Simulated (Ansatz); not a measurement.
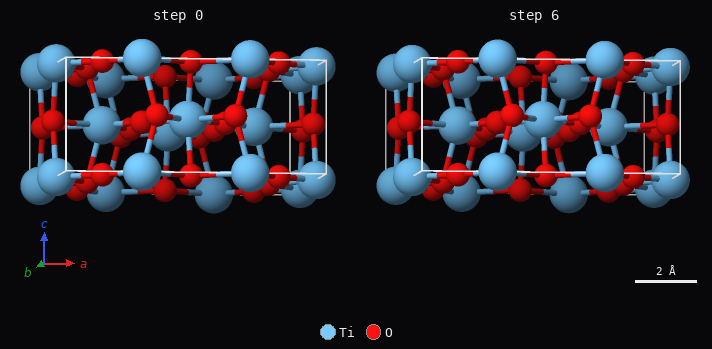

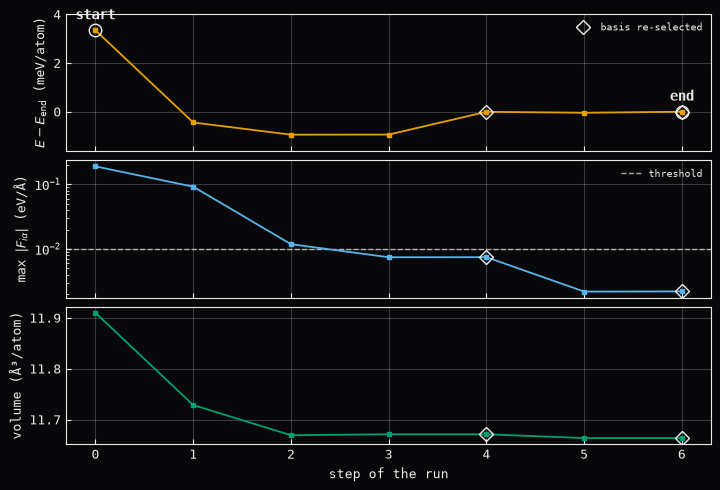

First and last geometry of a relaxation of crystalline TiO₂ (set up in I4/m), with the history of the run. The picture is a ball-and-stick view of the conventional cell (2 times the calculation's cell), seen from a free direction. Lengths and directions refer to the drawn axes.

The run lets cell and atoms move.

Computed with Kohn-Sham DFT of a periodic cell, PBEsol with D4, Ansatz PAW in Ansatz 0.2.0.

Input file:
```yaml
crystal:
  lattice:
    - [-4.3507577183, 4.3507577183, 1.8875555959]
    - [4.3507577183, -4.3507577183, 1.8875555959]
    - [4.3507577183, 4.3507577183, -1.8875555959]
  atoms:
    - { symbol: Ti, position: [0.292281705, 0.997144755, 0.28942646] }
    - { symbol: Ti, position: [0.002855245, 0.292281705, 0.29513695] }
    - { symbol: Ti, position: [0.997144755, 0.707718295, 0.70486305] }
    - { symbol: Ti, position: [0.707718295, 0.002855245, 0.71057354] }
    - { symbol: O, position: [0.498863825, 0.849215285, 0.34807911] }
    - { symbol: O, position: [0.16166202, 0.1596026, 0.32126462] }
    - { symbol: O, position: [0.150784715, 0.498863825, 0.64964854] }
    - { symbol: O, position: [0.1596026, 0.83833798, 0.99794058] }
    - { symbol: O, position: [0.8403974, 0.16166202, 0.00205942] }
    - { symbol: O, position: [0.849215285, 0.501136175, 0.35035146] }
    - { symbol: O, position: [0.83833798, 0.8403974, 0.67873538] }
    - { symbol: O, position: [0.501136175, 0.150784715, 0.65192089] }
hamiltonian:
  xc: pbesol
  pseudopotentials: { kind: paw }
  dispersion: d4
kpoints:
  mp_grid: { grid: [8, 8, 8] }
scf:
  occupations: { method: fermi_dirac, width: 0.05 }
output:
  forces: true
  stress: true
  eigenvalues: true
relax:
  f_tol: 0.01
  max_steps: 40
  cell: { stress_tol: 0.05 }
```

Command:
```bash
ansatz run input.yaml --threads 4 --pin off --max-ram 11264MiB --backend cpu --events-out ev --progress --plain --runs-dir out
```

Read the history and describe the run.

It converged. The energy falls by 3.3 meV per atom in 4 accepted moves (6 points after the start). The largest force component goes from 0.19 to 0.0022 eV/Å. The pressure goes from −4.24 to 0.00 GPa. At 2 points the geometry stayed and the basis and grid were re-selected for the new cell (energy shift of 0.9 meV per atom at most each time). No atom moves by more than 0.005 Å relative to the cell. Cell: a = b 8.702 → 8.638 Å (−0.7 %), c 3.775 → 3.752 Å (−0.6 %). Volume −2.1 %. Some distances before and after: Ti–Ti 3.178 → 3.156 Å, O–Ti 2.256 → 2.240 Å, O–Ti 1.801 → 1.786 Å, O–Ti 2.211 → 2.198 Å. The space group stays I4/m (No. 87).

```
step  E − E(0), meV/atom  largest force component, eV/Å  pressure, GPa  volume, Å³/atom                      note
   0                0.00                         0.1898          -4.24           11.910                          
   1               -3.79                         0.0921          -1.12           11.729                          
   2               -4.29                         0.0119           0.02           11.669                          
   3               -4.29                         0.0074           0.01           11.671                          
   4               -3.35                         0.0075          -0.15           11.671  same geometry, new basis
   5               -3.39                         0.0022           0.00           11.664                          
   6               -3.35                         0.0022           0.00           11.664  same geometry, new basis
```
